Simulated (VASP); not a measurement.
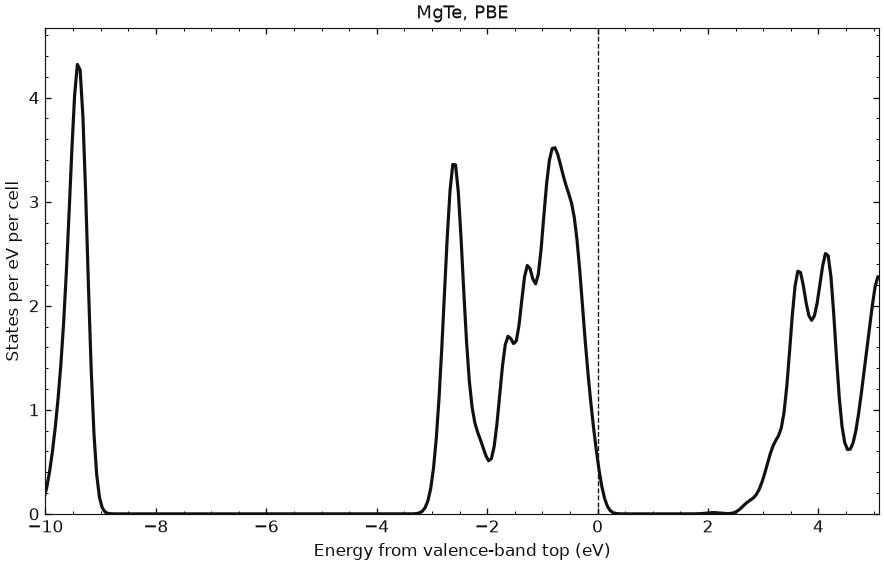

Density of states. Energies are counted from the top of the valence band. The curve is built from the levels of the k mesh with Gaussians 0.3 eV wide, which also blur the band edges.

System: MgTe, space group F-43m (No. 216), 2 atoms in the cell, zincblende type, hydrostatic strain +2.4%.

```xyz
2
Lattice="0.0000 3.3104 3.3104 3.3104 0.0000 3.3104 3.3104 3.3104 0.0000" Properties=species:S:1:pos:R:3 pbc="T T T"
Mg    0.0000    0.0000    0.0000
Te    1.6552    1.6552    1.6552
```

VASP 6.6.1; DFT, PBE, plane waves, PAW, 8×8×8 k mesh.

> Is there a gap at the Fermi level, and how wide?

There is a gap; over the k points computed it is 2.10 eV (direct among those points).

> Where is the tallest peak of the filled states in the window?

Within the window shown, the tallest peak of the filled states lies 9.4 eV under the valence-band top, at about 4.3 states per eV and cell.

> How wide is the upper valence band?

The upper group of valence states starts about 3.0 eV under the valence-band top, with a gap beneath it; it holds about 6 electrons a cell.

Spin-orbit coupling is left out, which matters for Te.
